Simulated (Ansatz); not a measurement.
**Two runs on C**

System: C (Fmmm, 2 atoms in the cell).
Method of the first run: DFT LDA, scalar-relativistic, plane waves, PAW, no spin polarisation (Ansatz 0.2.0).

The structure derives from an entry of the Crystallography Open Database. Text and figures count atoms from 1; the logs count them from 0 in places.

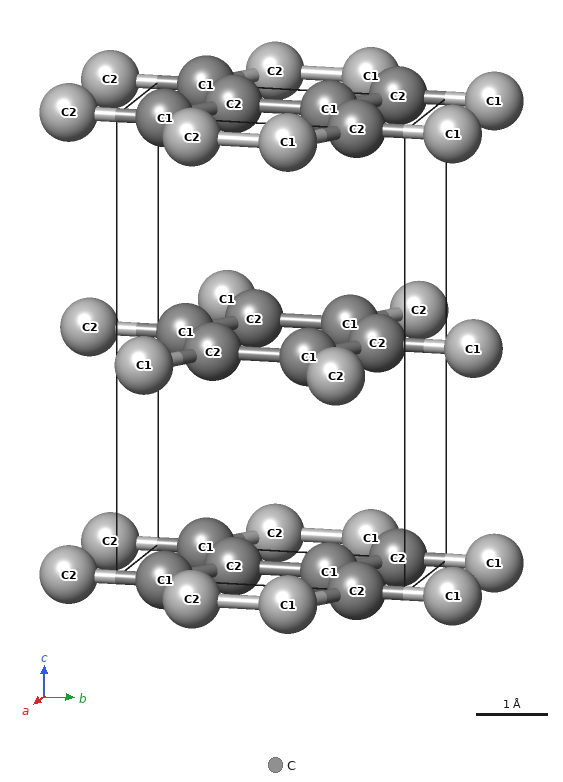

Figure 1. The structure as given in the input (ball-and-stick view of the cell 4 times as large as that of the calculation, set on its symmetry axes, seen slightly off an axis; neighbours outside the cell are drawn fainter; atoms are numbered from 1 in the order of the input). An atom can appear more than once, as a periodic image. Near neighbours in the periodic cell (some may lie outside the picture): C has 3 C at 1.35 to 1.41 Å.

Input file, the first run:
```yaml
crystal:
  lattice:
    - [0.0, 2.1166507492, 3.3597492418]
    - [1.1494175876, 0.0, 3.3597492418]
    - [1.1494175876, 2.1166507492, 0.0]
  atoms:
    - { symbol: C, position: [0.1667065656, 0.8332934344, 0.1667065656] }
    - { symbol: C, position: [0.8332934344, 0.1667065656, 0.8332934344] }
basis:
  ecutwfc: 420
kpoints:
  mp_grid: { grid: [16, 16, 16] }
hamiltonian:
  xc: lda
scf:
  occupations: { method: gaussian, width: 0.03 }
output:
  forces: true
  stress: true
  eigenvalues: true
```

Launched with:
```bash
ansatz run input.yaml --threads 1 --pin off --max-ram 2560MiB --backend cpu --events-out ev --progress --plain --runs-dir out
```

Hardware: 1 thread of Arm Neoverse V2, 128 GiB of memory available, shared host.

Output, shortened to warnings, some set-up lines, iterations and results (the first run):
```
Basis set: ecut = 420 eV, 307 PW (Γ)
Symmetry: 8 space group operations
k-points: 621 of 4096
Initial density: superposition of atomic densities (neutral atoms: chi_scale 0, normalization atom), corrected by the library's trained network
[...]
SCF iter   1: F=—  HF=-485.716708 eV  |F-HF|=—  |Δ(HF+E_count)|=         —  Δρ=6.35e-3  dr2=2.61e-3  ethr=1.77e-3  ⟨swp⟩=4.5  Hψ=32635  notcnv=0
SCF iter   2: F=—  HF=-485.716472 eV  |F-HF|=—  |Δ(HF+E_count)|=   2.36e-4  Δρ=3.00e-3  dr2=5.39e-4  ethr=3.26e-5  ⟨swp⟩=1.8  Hψ=10916  notcnv=0
SCF iter   3: F=—  HF=-485.716350 eV  |F-HF|=—  |Δ(HF+E_count)|=   1.22e-4  Δρ=1.61e-4  dr2=2.92e-6  ethr=6.74e-6  ⟨swp⟩=1.0  Hψ=4993  notcnv=0
SCF iter   4: F=—  HF=-485.716348 eV  |F-HF|=—  |Δ(HF+E_count)|=   1.30e-6  Δρ=2.67e-5  dr2=1.14e-7  ethr=3.65e-8  ⟨swp⟩=2.3  Hψ=7258  notcnv=0
SCF iter   5: F=-485.716348 eV  HF=-485.716348 eV  |F-HF|=2.34e-10  |Δ(HF+E_count)|=   3.22e-8  Δρ=4.50e-6  dr2=1.16e-9  ethr=1.43e-9  ⟨swp⟩=2.3  Hψ=7367  notcnv=0
SCF iter   6: F=-485.716348 eV  HF=-485.716348 eV  |F-HF|=4.15e-11  |Δ(HF+E_count)|=  9.50e-11  Δρ=9.25e-7  dr2=9.28e-11  ethr=1.45e-11  ⟨swp⟩=1.7  Hψ=15032  notcnv=0
SCF 1 converged in 6 iterations: F = -485.716348 eV  dr2 = 9.28e-11
SCF converged after 6 iterations
Free energy (F): -485.716348 eV
Harris-Foulkes:  -485.716348 eV  (|F-HF|=4.15e-11)
Internal energy: -485.716346 eV  (E = F + TS)
E sigma→0 (E₀):  -485.716347 eV
Entropy (-TS):   -0.000002 eV (-0.001 meV/atom)
Fermi energy:    7.515424 eV
--- Per-component energies (eV) ---
  E_band       = -15.174189
  E_kinetic    = 188.988964
  E_local      = -325.942148  (includes V_loc(G=0)·N_el)
  E_nonlocal   = 58.829324
  E_hartree    = 99.873221
  E_xc         = -96.866607
  E_vxc        = -120.517123  (∫ρ·V_xc dr)
  E_paw        = -184.598577  (= ΣΔE_a)
  E_vpaw       = -16.279528  (= ΣTr[D̂ρ^β])
  E_aug_tail   = 0.000022  (compensation charges beyond the density's cutoff)
  E_ewald      = -226.126211
  E_core_change = 0.125665  (= ΣΔE_core)
  E_smearing   = -0.000002  (= −TS)
  E_closure    = -0.000000  (closes the sum)
  Σ components = -485.716348   (vs F -485.716348, Δ=0.00e0)
--- Forces (eV/Å), atoms counted from 1 ---
  atom   1  C      0.00000000    -1.22778094     0.00000000
  atom   2  C      0.00000000     1.22778094     0.00000000
  max |Σ_I F_I| component: 2.22e-16 eV/Å
--- Stress (GPa, compression-positive) ---
       80.710771       0.000000       0.000000
        0.000000      13.888426       0.000000
        0.000000       0.000000      -0.074071
  P = ⅓ Tr σ = 31.5084 GPa (315.084 kbar)
```

The input of the second run differs as follows (lines with − go, lines with + come):
```diff
-    - [1.1494175876, 0.0, 3.3597492418]
-    - [1.1494175876, 2.1166507492, 0.0]
+    - [1.2869808628, 0.0, 3.3597492418]
+    - [1.2869808628, 2.1166507492, 0.0]
```

Predict how the results change.

With the same functional and potentials, the second run lies 49.3 meV per atom lower. The gap on the mesh goes from 0.10 to 0.06 eV. The pressure goes from 31.51 to −19.10 GPa. The largest force goes from 1.228 to 0.422 eV/Å. The volume per atom goes from 8.17 to 9.15 Å³. The number of SCF iterations is the same. The plane waves at Γ go from 307 to 353.

Output, shortened to warnings, some set-up lines, iterations and results (the second run):
```
Basis set: ecut = 420 eV, 353 PW (Γ)
Symmetry: 8 space group operations
k-points: 621 of 4096
Initial density: superposition of atomic densities (neutral atoms: chi_scale 0, normalization atom), corrected by the library's trained network
[...]
SCF iter   1: F=—  HF=-485.815180 eV  |F-HF|=—  |Δ(HF+E_count)|=         —  Δρ=5.86e-3  dr2=2.24e-3  ethr=1.77e-3  ⟨swp⟩=4.4  Hψ=32118  notcnv=0
SCF iter   2: F=—  HF=-485.815031 eV  |F-HF|=—  |Δ(HF+E_count)|=   1.48e-4  Δρ=2.88e-3  dr2=5.29e-4  ethr=2.80e-5  ⟨swp⟩=1.2  Hψ=10151  notcnv=0
SCF iter   3: F=—  HF=-485.814936 eV  |F-HF|=—  |Δ(HF+E_count)|=   9.49e-5  Δρ=2.17e-4  dr2=1.20e-5  ethr=6.62e-6  ⟨swp⟩=1.0  Hψ=4968  notcnv=0
SCF iter   4: F=—  HF=-485.814932 eV  |F-HF|=—  |Δ(HF+E_count)|=   4.18e-6  Δρ=9.50e-5  dr2=2.38e-6  ethr=1.50e-7  ⟨swp⟩=1.9  Hψ=6558  notcnv=0
SCF iter   5: F=—  HF=-485.814931 eV  |F-HF|=—  |Δ(HF+E_count)|=   1.05e-6  Δρ=2.34e-5  dr2=1.01e-7  ethr=2.97e-8  ⟨swp⟩=2.1  Hψ=7242  notcnv=0
SCF iter   6: F=-485.814931 eV  HF=-485.814931 eV  |F-HF|=2.58e-9  |Δ(HF+E_count)|=   4.64e-8  Δρ=4.70e-6  dr2=3.66e-9  ethr=1.25e-9  ⟨swp⟩=4.2  Hψ=14714  notcnv=0
SCF 1 converged in 6 iterations: F = -485.814931 eV  dr2 = 3.66e-9
SCF converged after 6 iterations
Free energy (F): -485.814931 eV
Harris-Foulkes:  -485.814931 eV  (|F-HF|=2.58e-9)
Internal energy: -485.814924 eV  (E = F + TS)
E sigma→0 (E₀):  -485.814928 eV
Entropy (-TS):   -0.000007 eV (-0.003 meV/atom)
Fermi energy:    6.505657 eV
--- Per-component energies (eV) ---
  E_band       = -20.346943
  E_kinetic    = 178.676500
  E_local      = -300.885282  (includes V_loc(G=0)·N_el)
  E_nonlocal   = 56.014111
  E_hartree    = 88.896317
  E_xc         = -94.141870
  E_vxc        = -116.996831  (∫ρ·V_xc dr)
  E_paw        = -183.442878  (= ΣΔE_a)
  E_vpaw       = -14.947150  (= ΣTr[D̂ρ^β])
  E_aug_tail   = 0.000018  (compensation charges beyond the density's cutoff)
  E_ewald      = -231.057506
  E_core_change = 0.125665  (= ΣΔE_core)
  E_smearing   = -0.000007  (= −TS)
  E_closure    = -0.000000  (closes the sum)
  Σ components = -485.814931   (vs F -485.814931, Δ=0.00e0)
--- Forces (eV/Å), atoms counted from 1 ---
  atom   1  C      0.00000000     0.42228589     0.00000000
  atom   2  C     -0.00000000    -0.42228589    -0.00000000
  max |Σ_I F_I| component: 0.00e0 eV/Å
--- Stress (GPa, compression-positive) ---
      -49.570810       0.000000      -0.000000
        0.000000      -7.826441      -0.000000
       -0.000000      -0.000000       0.094661
  P = ⅓ Tr σ = -19.1009 GPa (-191.009 kbar)
```

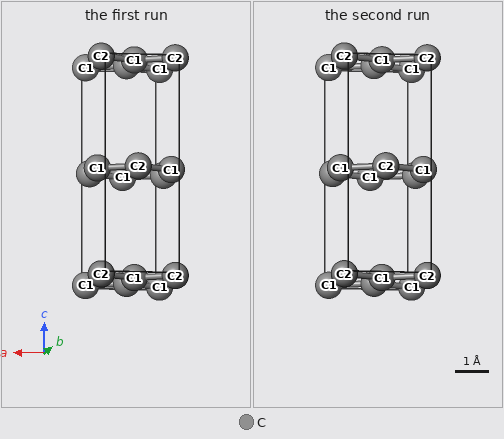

Figure 2. The two input geometries at one scale (ball-and-stick view of the cell 4 times as large as that of the calculation, set on its symmetry axes, seen at an oblique angle). No atom moves by more than 0.005 Å relative to the cell. The drawn cell changes as follows: a 2.299 → 2.574 Å (+12.0 %), b stays at 4.233 Å, c stays at 6.719 Å; the volume changes by +12.0 %. Among the contacts that change: C1–C2 1.349 → 1.468 Å.

The two runs side by side:

| quantity | the first run | the second run |
| --- | --- | --- |
| outcome | converged | converged |
| free energy per atom (eV) | −242.8582 | −242.9075 |
| gap on the mesh (eV) | 0.10 | 0.06 |
| pressure (GPa) | 31.51 | −19.10 |
| volume per atom (Å³) | 8.17 | 9.15 |
| largest force (eV/Å) | 1.228 | 0.422 |
| SCF iterations | 6 | 6 |
| irreducible k-points | 621 | 621 |
| plane waves at Γ | 307 | 353 |
| wall time (shared host) | 5.1 s | 4.8 s |
